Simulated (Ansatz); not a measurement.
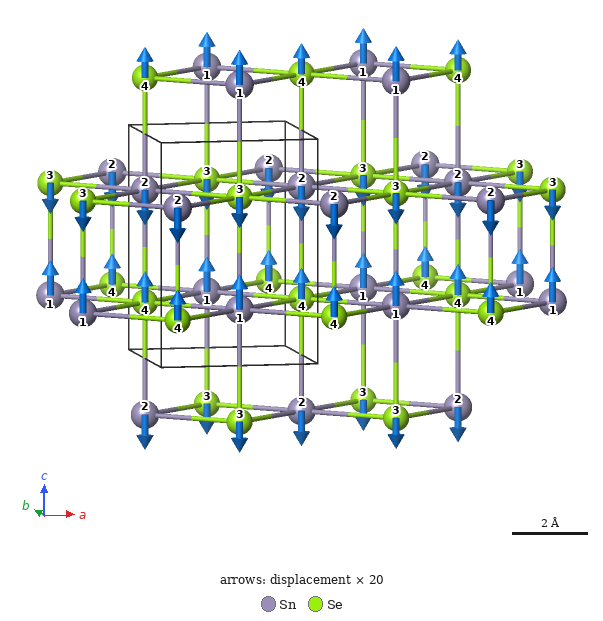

A relaxation of solid SnSe (set up in P4/nmm). The starting structure is drawn; blue arrows show the displacements, 20 times their true length.

A ball-and-stick model of the cell of the calculation, repeated 2 × 1 × 1 with one cell outlined, seen slightly off an axis.

The calculation used DFT PBE+D3(BJ), scalar-relativistic, plane waves, PAW; settings changed (Ansatz).

Input
```yaml
crystal:
  lattice:
    - [4.3048163398, 0.0, 0.0]
    - [0.0, 4.3048163398, 0.0]
    - [0.0, 0.0, 6.0882072679]
  atoms:
    - { symbol: Sn, position: [0.5, 0.0, 0.250088714] }
    - { symbol: Sn, position: [0.0, 0.5, 0.749911286] }
    - { symbol: Se, position: [0.5, 0.0, 0.7499351865] }
    - { symbol: Se, position: [0.0, 0.5, 0.2500648135] }
basis:
  ecutwfc: "700 eV"
kpoints:
  mp_grid: { grid: [6, 6, 6], shift: [0.5, 0.5, 0.5] }
hamiltonian:
  xc: pbe
  dispersion: d3bj
scf:
  occupations: { method: methfessel_paxton, width: 0.1 }
output:
  forces: true
  eigenvalues: true
  stress: true
relax:
  adjacent_minimum: "off"
  f_tol: 0.01
  max_steps: 30
  cell: { stress_tol: 0.1, fix: [volume] }
```

Command:
```bash
ansatz run input.yaml --threads 1 --pin off --max-ram 2560MiB --backend cpu --events-out ev --progress --plain --runs-dir out
```

### What happened in the run?

The largest moves relative to the cell, 0.048 Å, are those of Sn1 and Sn2. Sn2 goes along −c. By element the largest moves are Sn 0.048 Å, Se 0.042 Å. The drawn cell changes at constant volume: a = b 4.305 → 4.303 Å (0.0 %), c 6.088 → 6.093 Å (+0.1 %). Some distances before and after: Sn1–Se3 3.045 → 3.138 Å, Sn1–Se3 (another image) 3.043 → 2.956 Å. The space group (tolerance 0.01 Å) goes from Fm-3m (No. 225) to P4/nmm (No. 129). The energy falls by 0.1 meV per atom in 15 accepted moves (16 points after the start). Largest force component: 0.00017 eV/Å at the start, 0.002 eV/Å at the end. Pressure: −2.48 GPa at the start and −2.34 GPa at the end. The SCF was repeated once at an unchanged geometry on a basis and grid sized afresh for the cell, which shifted the energy by less than 0.05 meV per atom at most. Cost: 2.5 min on 1 thread of Arm Neoverse V1, on a shared host, peak memory 0.49 GiB.
